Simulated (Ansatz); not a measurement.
# Geometry relaxation, with input and output: AlCu5 (part 2 of 2)

AlCu5 (Pmmm, 6 atoms in the cell); DFT PBE, scalar-relativistic, plane waves, PAW, no spin polarisation (Ansatz 0.2.0); cutoff 420 eV, 16×10×6 k-mesh, Fermi–Dirac smearing of 0.15 eV. The structure was made by a generator, so it may or may not be a known phase.

Geometry of the input (Å; fractional positions):
```
2.6673  0.0000  0.0000
0.0000  3.5490  0.0000
0.0000  0.0000  7.8590
Al 0.5000  0.5000  0.0000
Cu 0.0000  0.0000  0.8295
Cu 0.0000  0.0000  0.1705
Cu 0.5000  0.5000  0.3363
Cu 0.0000  0.0000  0.5000
Cu 0.5000  0.5000  0.6637
```

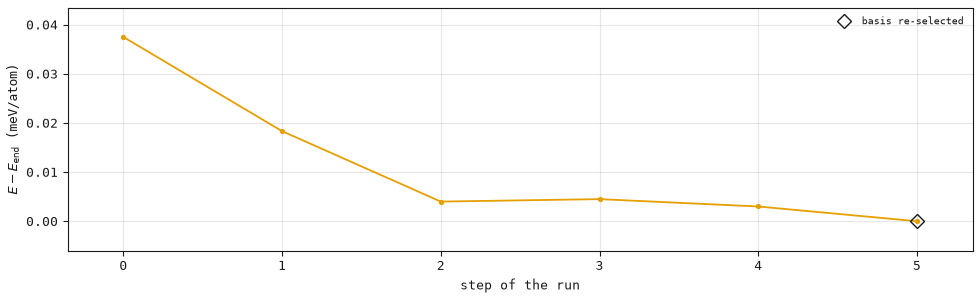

Figure 1. Progress of the relaxation, step by step (the first geometry is step 0 here and step 1 in the log). No atom moves by more than 0.005 Å relative to the cell. The energy falls by next to nothing (0.0 meV per atom) in 4 geometry steps. Largest force component: 0.013 eV/Å at the start, 0.0002 eV/Å at the end. The pressure goes from 0.07 to 0.00 GPa. A last SCF at the same geometry on a re-selected plane-wave basis shifts the energy by next to nothing (0.0 meV per atom).

```
basis re-selected at this cell: Δ(F+E_penalty+E_count) = -1.786e-5 eV, ΔP = -0.000 GPa vs the last step (what re-selecting the basis moved, of the pressure what is left beyond the Pulay correction that the steps carried, after the strain that the cell walked since its last selection, with what the two solves' SCF thresholds leave and, on support functions, any second-order correction that the steps lacked; it is no measure of the basis error at this ecutwfc). This SCF's stress stands 4.32e-3 GPa from its target on what of the cell is left free (relax.cell.stress_tol is 1.00e-2 GPa) and its largest allowed force component is 2.00e-4 eV/Å (relax.f_tol is 1.00e-3 eV/Å): within both
SCF converged after 7 iterations
Free energy (F): -33663.975503 eV
Harris-Foulkes:  -33663.975503 eV  (|F-HF|=0.00e0)
Internal energy: -33663.844688 eV  (E = F + TS)
E sigma→0 (E₀):  -33663.910095 eV
Entropy (-TS):   -0.130814 eV (-21.802 meV/atom)
Fermi energy:    15.189249 eV
--- Per-component energies (eV) ---
  E_band       = -1936.540403
  E_kinetic    = 1522.903655
  E_local      = -24067.083335  (includes V_loc(G=0)·N_el)
  E_nonlocal   = 1956.629843
  E_hartree    = 10759.227362
  E_xc         = -488.234789
  E_vxc        = -607.765629  (∫ρ·V_xc dr)
  E_paw        = -8779.975874  (= ΣΔE_a)
  E_vpaw       = -2259.680940  (= ΣTr[D̂ρ^β])
  E_aug_tail   = 0.001295  (compensation charges beyond the density's cutoff)
  E_ewald      = -14567.312845
  E_smearing   = -0.130814  (= −TS)
  E_closure    = -0.000000  (closes the sum)
  Σ components = -33663.975503   (vs F -33663.975503, Δ=0.00e0)
--- Forces (eV/Å), atoms counted from 1 ---
  atom   1  Al    -0.00000000     0.00000000    -0.00000000
  atom   2  Cu    -0.00000000     0.00000000     0.00011318
  atom   3  Cu     0.00000000     0.00000000    -0.00011318
  atom   4  Cu     0.00000000     0.00000000    -0.00019987
  atom   5  Cu     0.00000000     0.00000000     0.00000000
  atom   6  Cu    -0.00000000     0.00000000     0.00019987
  max |Σ_I F_I| component: 2.71e-20 eV/Å
--- Stress (GPa, compression-positive) ---
       -0.004319      -0.000000      -0.000000
       -0.000000       0.000457      -0.000000
       -0.000000      -0.000000      -0.000213
  P = ⅓ Tr σ = -0.0014 GPa (-0.014 kbar)
--- Band table (eV; the first three rows and the last of 216) ---
  k-point 0: bands = ["-97.9177", "-97.9165", "-97.4498", "-97.4474", "-97.3326", "-55.3171", "-55.3156", "-55.2709", "-55.2559", "-55.2549", "-55.2546", "-54.8712", "-54.8467", "-54.8175", "-54.8054", "-54.7798", "-54.7753", "-54.7092", "-54.6992", "-54.6744", "4.8856", "7.6464", "7.7636", "10.4505", "10.8184", "10.8481", "10.9830", "11.3012", "11.3245", "11.5605", "11.7489", "11.9021", "11.9721", "12.0396", "12.1342", "12.1881", "12.2006", "12.4046", "12.4927", "12.5729", "12.6615", "12.7372", "13.0377", "13.0868", "13.0919", "13.0930", "13.2422", "13.5383", "16.0999", "16.6798", "17.0415", "19.6831", "19.8763", "20.2818", "23.3021", "23.5032", "24.7306", "26.3145", "26.5272", "27.2864"]
  k-point 1: bands = ["-97.9177", "-97.9165", "-97.4498", "-97.4474", "-97.3326", "-55.3171", "-55.3156", "-55.2710", "-55.2559", "-55.2548", "-55.2546", "-54.8712", "-54.8467", "-54.8175", "-54.8054", "-54.7798", "-54.7753", "-54.7092", "-54.6992", "-54.6744", "4.9287", "7.0569", "8.4504", "10.4769", "10.7657", "10.8385", "10.9413", "11.2863", "11.2958", "11.5700", "11.7314", "11.9740", "11.9776", "12.0399", "12.1248", "12.1806", "12.2009", "12.4068", "12.4643", "12.5791", "12.6753", "12.7371", "13.0032", "13.0190", "13.0838", "13.1983", "13.2332", "13.5389", "15.5925", "16.2455", "18.3446", "19.1064", "19.6826", "21.1465", "23.0683", "23.8774", "24.7867", "25.1813", "26.2589", "26.8526"]
  k-point 2: bands = ["-97.9177", "-97.9165", "-97.4499", "-97.4475", "-97.3326", "-55.3171", "-55.3157", "-55.2713", "-55.2559", "-55.2546", "-55.2545", "-54.8712", "-54.8467", "-54.8175", "-54.8054", "-54.7798", "-54.7753", "-54.7092", "-54.6992", "-54.6744", "5.0316", "6.5810", "9.2119", "10.5083", "10.5472", "10.8534", "10.8885", "11.1844", "11.2595", "11.6022", "11.7151", "11.9910", "12.0373", "12.1040", "12.1209", "12.1668", "12.2068", "12.4091", "12.4104", "12.5912", "12.7041", "12.7366", "12.8540", "12.9861", "13.0777", "13.2142", "13.4146", "13.5402", "14.6432", "16.6165", "18.3000", "19.6810", "19.9594", "22.2482", "22.8317", "23.5732", "24.5291", "24.9187", "24.9366", "26.2681"]
  k-point 215: bands = ["-97.9153", "-97.9142", "-97.4472", "-97.4451", "-97.3306", "-55.3148", "-55.3135", "-55.2890", "-55.2875", "-55.2683", "-55.2515", "-54.8685", "-54.8428", "-54.8173", "-54.8141", "-54.8070", "-54.8035", "-54.7079", "-54.7010", "-54.6990", "9.9111", "10.2023", "10.4906", "10.6320", "10.7229", "10.8438", "11.3140", "11.3418", "11.5153", "11.6723", "11.7735", "11.8593", "11.9095", "11.9121", "12.0251", "12.0747", "12.1592", "12.3255", "12.5695", "12.6673", "12.7494", "13.1392", "13.3191", "13.3562", "13.4821", "14.4946", "14.7025", "14.8907", "14.9832", "15.6857", "16.3304", "18.1547", "18.5442", "19.7368", "19.8380", "20.0781", "20.2771", "20.4898", "21.6175", "21.9192"]
--- Relaxed structure (5 steps of the walk, 5 accepted, 1 SCFs on fresh bases) ---
  F+E_penalty+E_count = -33663.97550267 eV   max|allowed force component| = 1.999e-4 eV/Å   (the final SCF, on the basis selected at the relaxed cell)
  cell:  # Å, volume = 74.4324 Å³
    - [2.674974192253756, 0.0, 0.0]
    - [0.0, 3.5415165025565005, 0.0]
    - [0.0, 0.0, 7.856930014293348]
  atoms:
    - { symbol: Al, position: [0.49999999999999994, 0.49999999999999994, -2.0118784051311158e-21] }
    - { symbol: Cu, position: [0.0, 0.0, 0.829709384885867] }
    - { symbol: Cu, position: [0.0, 0.0, 0.17029061511413285] }
    - { symbol: Cu, position: [0.49999999999999994, 0.49999999999999994, 0.33629743139070767] }
    - { symbol: Cu, position: [0.0, 0.0, 0.5] }
    - { symbol: Cu, position: [0.49999999999999994, 0.49999999999999994, 0.6637025686092922] }
```

Trajectory as extended XYZ (Å, eV, eV/Å), 6 frames, from step=1 to step=6:
```
6
Lattice="2.6673 0.0000 0.0000 0.0000 3.5490 0.0000 0.0000 0.0000 7.8590" Properties=species:S:1:pos:R:3:forces:R:3 step=1 energy=-33663.97528 pressure_GPa=0.07
Al    1.3337    1.7745    0.0000    0.0000   0.0000   0.0000
Cu    0.0000    0.0000    6.5191    0.0000   0.0000   0.0128
Cu    0.0000    0.0000    1.3399    0.0000   0.0000  -0.0128
Cu    1.3337    1.7745    2.6429    0.0000   0.0000   0.0033
Cu    0.0000    0.0000    3.9295    0.0000   0.0000   0.0000
Cu    1.3337    1.7745    5.2161    0.0000   0.0000  -0.0033
6
Lattice="2.6698 0.0000 0.0000 0.0000 3.5480 0.0000 0.0000 0.0000 7.8565" Properties=species:S:1:pos:R:3:forces:R:3 step=2 energy=-33663.97539 pressure_GPa=0.02
Al    1.3349    1.7740    0.0000    0.0000   0.0000   0.0000
Cu    0.0000    0.0000    6.5178    0.0000   0.0000   0.0074
Cu    0.0000    0.0000    1.3387    0.0000   0.0000  -0.0074
Cu    1.3349    1.7740    2.6420    0.0000   0.0000   0.0025
Cu    0.0000    0.0000    3.9283    0.0000   0.0000   0.0000
Cu    1.3349    1.7740    5.2145    0.0000   0.0000  -0.0025
6
Lattice="2.6740 0.0000 0.0000 0.0000 3.5444 0.0000 0.0000 0.0000 7.8527" Properties=species:S:1:pos:R:3:forces:R:3 step=3 energy=-33663.97548 pressure_GPa=0.01
Al    1.3370    1.7722    0.0000    0.0000   0.0000   0.0000
Cu    0.0000    0.0000    6.5155    0.0000   0.0000   0.0005
Cu    0.0000    0.0000    1.3372    0.0000   0.0000  -0.0005
Cu    1.3370    1.7722    2.6408    0.0000   0.0000  -0.0002
Cu    0.0000    0.0000    3.9264    0.0000   0.0000   0.0000
Cu    1.3370    1.7722    5.2119    0.0000   0.0000   0.0002
6
Lattice="2.6746 0.0000 0.0000 0.0000 3.5432 0.0000 0.0000 0.0000 7.8550" Properties=species:S:1:pos:R:3:forces:R:3 step=4 energy=-33663.97548 pressure_GPa=-0.01
Al    1.3373    1.7716    0.0000    0.0000   0.0000   0.0000
Cu    0.0000    0.0000    6.5176    0.0000   0.0000  -0.0011
Cu    0.0000    0.0000    1.3374    0.0000   0.0000   0.0011
Cu    1.3373    1.7716    2.6414    0.0000   0.0000   0.0011
Cu    0.0000    0.0000    3.9275    0.0000   0.0000   0.0000
Cu    1.3373    1.7716    5.2136    0.0000   0.0000  -0.0011
6
Lattice="2.6750 0.0000 0.0000 0.0000 3.5415 0.0000 0.0000 0.0000 7.8569" Properties=species:S:1:pos:R:3:forces:R:3 step=5 energy=-33663.97549 pressure_GPa=-0.00
Al    1.3375    1.7708    0.0000    0.0000   0.0000   0.0000
Cu    0.0000    0.0000    6.5190    0.0000   0.0000   0.0001
Cu    0.0000    0.0000    1.3380    0.0000   0.0000  -0.0001
Cu    1.3375    1.7708    2.6423    0.0000   0.0000  -0.0002
Cu    0.0000    0.0000    3.9285    0.0000   0.0000   0.0000
Cu    1.3375    1.7708    5.2147    0.0000   0.0000   0.0002
6
Lattice="2.6750 0.0000 0.0000 0.0000 3.5415 0.0000 0.0000 0.0000 7.8569" Properties=species:S:1:pos:R:3:forces:R:3 step=6 energy=-33663.97550 pressure_GPa=-0.00
Al    1.3375    1.7708    0.0000    0.0000   0.0000   0.0000
Cu    0.0000    0.0000    6.5190    0.0000   0.0000   0.0001
Cu    0.0000    0.0000    1.3380    0.0000   0.0000  -0.0001
Cu    1.3375    1.7708    2.6423    0.0000   0.0000  -0.0002
Cu    0.0000    0.0000    3.9285    0.0000   0.0000   0.0000
Cu    1.3375    1.7708    5.2147    0.0000   0.0000   0.0002
```

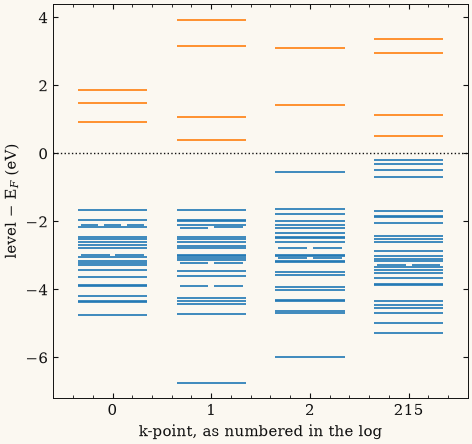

Figure 2. Kohn–Sham levels near the Fermi level (dotted) at the few k-points that the log prints; levels within 0.02 eV of each other stand side by side. The system is metallic on the full mesh.

Results in brief:

```csv
quantity,value
outcome,converged
space group (tolerance 0.01 Å),Pmmm (47)
electrons treated,98
free energy,−33663.9755 eV
Fermi energy,15.189 eV
gap on the k-point mesh,none (metallic)
pressure,0.00 GPa
final volume,74.43 Å³
largest force (length of the vector) at the end,under 0.001 eV/Å
final cell,"a = 2.675 Å, b = 3.542 Å, c = 7.857 Å, α = 90.00°, β = 90.00°, γ = 90.00°"
wall time,42 s (CPU time 2.6 min)
peak memory,0.96 GiB
```
